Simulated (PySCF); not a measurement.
## What a change does: NMR shielding calculation on C$_{3}$H$_{6}$O

System: C$_{3}$H$_{6}$O (acetone).
Method of the first run: GIAO PBE0/pcSseg-1 NMR shielding, non-relativistic, IEF-PCM cyclohexane (PySCF 2.14.0).

The geometry comes from this level: PBE0-D3(BJ)/def2-SVP. Text and figures count atoms from 1; the logs count them from 0 in places.

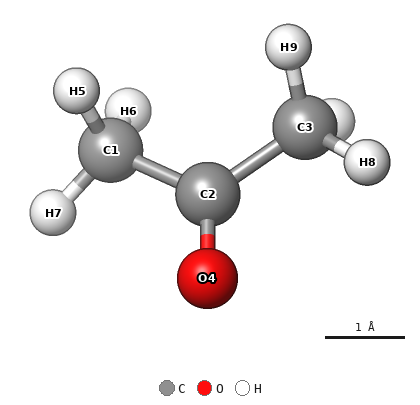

**Figure 1.** The structure as given in the input (ball-and-stick view, seen at a tilt; atoms are numbered from 1 in the order of the input). Bond lengths as drawn: C–C 1.51 Å, C–H 1.10 Å and C–O 1.21 Å.

**Input, the first run**
```
{"job": {"kind": "nmr", "xc": "PBE0", "basis": "pcSseg-1", "solvent": "cyclohexane", "pop": false}, "charge": 0, "multiplicity": 1}
C      1.274912    -0.239518    -0.040852
C      0.036127     0.619784    -0.145187
C     -1.284547    -0.072245     0.094106
O      0.102044     1.798671    -0.394388
H      1.504566    -0.404882     1.025103
H      1.128783    -1.229990    -0.496951
H      2.125190     0.276279    -0.504598
H     -2.093129     0.668519     0.124067
H     -1.262277    -0.648697     1.032151
H     -1.477563    -0.791741    -0.718229
```

The first line tells a small driver script what to run in PySCF; the rest is the geometry in Å.

Command:
```bash
OMP_NUM_THREADS=1 python <driver script> task.json out
```

Hardware: 1 CPU thread, shared host.

**Output (the first run)**
```
coarse grid: 8064 points
cycle   1  E = -192.7589901191  dE =  3.702e-01  |g| = 7.660e-01  |ddm| = 2.596e+00
cycle   2  E = -192.4600076048  dE =  2.990e-01  |g| = 1.472e+00  |ddm| = 2.094e+00
cycle   3  E = -192.8712794381  dE = -4.113e-01  |g| = 1.436e-01  |ddm| = 1.593e+00
cycle   4  E = -192.8759819747  dE = -4.703e-03  |g| = 4.093e-02  |ddm| = 1.248e-01
cycle   5  E = -192.8763675373  dE = -3.856e-04  |g| = 5.333e-03  |ddm| = 3.097e-02
cycle   6  E = -192.8763724889  dE = -4.952e-06  |g| = 2.127e-03  |ddm| = 3.911e-03
final grid: 77064 points
cycle   7  E = -192.9107540044  dE = -1.741e-06  |g| = 1.226e-02  |ddm| = 1.716e-02
cycle   8  E = -192.9106817198  dE =  7.228e-05  |g| = 2.325e-02  |ddm| = 2.460e-02
cycle   9  E = -192.9107821254  dE = -1.004e-04  |g| = 1.558e-03  |ddm| = 1.698e-02
cycle  10  E = -192.9107826391  dE = -5.137e-07  |g| = 1.008e-04  |ddm| = 9.530e-04
cycle  11  E = -192.9107826415  dE = -2.360e-09  |g| = 2.345e-05  |ddm| = 1.374e-04
cycle  12  E = -192.9107826416  dE = -1.280e-10  |g| = 7.314e-06  |ddm| = 3.423e-05
converged SCF energy = -192.9107826416

GIAO shielding tensors (ppm)
atom      isotropic    diamagn.    paramagn.     s11        s22        s33       span
  0 C      153.348     252.614     -99.266    133.856    136.009    190.179     56.323
  1 C      -25.721     247.998    -273.719   -109.309    -70.659    102.806    212.115
  2 C      152.331     252.619    -100.287    131.556    135.009    190.429     58.873
  3 O     -342.558     400.589    -743.147   -918.466   -419.771    310.563   1229.030
  4 H       29.098      29.511      -0.413     26.549     27.957     32.789      6.240
  5 H       28.985      30.340      -1.356     25.974     29.220     31.760      5.786
  6 H       29.436      29.439      -0.003     26.356     27.737     34.214      7.858
  7 H       29.451      29.489      -0.037     26.398     27.714     34.242      7.844
  8 H       28.945      30.122      -1.177     26.108     28.895     31.832      5.724
  9 H       29.052      29.690      -0.638     26.328     28.370     32.459      6.131
```

The input of the second run differs as follows (lines with − go, lines with + come):
```diff
-"solvent": "cyclohexane"
-"pop": false
+"solvent": "chloroform"
+"pop": true
```

What does this change do to the results?

The total energy of the second run is 1.7 kcal/mol lower: the change of the electrostatic solvation energy at this fixed geometry, without cavity or dispersion terms. The dipole moment goes from 3.34 to 3.63 D. Of all shieldings, the largest change is that of O4, by +20.1 ppm. The number of SCF iterations is the same.

**Output (the second run)**
```
coarse grid: 8064 points
cycle   1  E = -192.7662888199  dE =  3.630e-01  |g| = 7.575e-01  |ddm| = 2.596e+00
cycle   2  E = -192.5035704257  dE =  2.627e-01  |g| = 1.407e+00  |ddm| = 1.881e+00
cycle   3  E = -192.8744716386  dE = -3.709e-01  |g| = 1.373e-01  |ddm| = 1.406e+00
cycle   4  E = -192.8787974644  dE = -4.326e-03  |g| = 3.688e-02  |ddm| = 1.170e-01
cycle   5  E = -192.8791097419  dE = -3.123e-04  |g| = 5.143e-03  |ddm| = 2.798e-02
cycle   6  E = -192.8791145744  dE = -4.833e-06  |g| = 2.044e-03  |ddm| = 3.983e-03
final grid: 77064 points
cycle   7  E = -192.9134895683  dE = -3.117e-06  |g| = 1.193e-02  |ddm| = 1.686e-02
cycle   8  E = -192.9134263483  dE =  6.322e-05  |g| = 2.204e-02  |ddm| = 2.302e-02
cycle   9  E = -192.9135162535  dE = -8.991e-05  |g| = 1.491e-03  |ddm| = 1.562e-02
cycle  10  E = -192.9135167230  dE = -4.694e-07  |g| = 8.640e-05  |ddm| = 9.027e-04
cycle  11  E = -192.9135167247  dE = -1.705e-09  |g| = 2.267e-05  |ddm| = 1.096e-04
cycle  12  E = -192.9135167248  dE = -1.137e-10  |g| = 7.021e-06  |ddm| = 2.960e-05
converged SCF energy = -192.9135167248

GIAO shielding tensors (ppm)
atom      isotropic    diamagn.    paramagn.     s11        s22        s33       span
  0 C      153.049     252.573     -99.524    132.968    135.649    190.530     57.562
  1 C      -28.760     248.185    -276.945   -108.772    -80.530    103.021    211.794
  2 C      152.034     252.579    -100.545    130.729    134.579    190.796     60.067
  3 O     -322.455     401.349    -723.804   -877.230   -400.998    310.863   1188.094
  4 H       28.993      29.383      -0.391     26.411     27.829     32.737      6.326
  5 H       28.851      30.209      -1.358     25.814     29.065     31.674      5.860
  6 H       29.478      29.445       0.033     26.386     27.795     34.252      7.865
  7 H       29.499      29.500      -0.001     26.434     27.780     34.282      7.848
  8 H       28.815      29.989      -1.174     25.948     28.743     31.752      5.804
  9 H       28.933      29.556      -0.623     26.177     28.228     32.392      6.214
```

**The two runs side by side**

| quantity | the first run | the second run |
| --- | --- | --- |
| outcome | converged | converged |
| total energy (hartree) | −192.910783 | −192.913517 |
| HOMO (eV) | −7.26 | −7.30 |
| LUMO (eV) | −0.29 | −0.29 |
| dipole moment (D) | 3.34 | 3.63 |
| shielding of C1 (ppm) | 153.3 | 153.0 |
| shielding of C2 (ppm) | −25.7 | −28.8 |
| shielding of C3 (ppm) | 152.3 | 152.0 |
| shielding of O4 (ppm) | −342.6 | −322.5 |
| shielding of H6 (ppm) | 29.0 | 28.9 |
| shielding of H9 (ppm) | 28.9 | 28.8 |
| shielding of H10 (ppm) | 29.1 | 28.9 |
| SCF iterations | 12 | 12 |
| basis functions | 98 | 98 |
| wall time (shared host) | 11 s | 18 s |
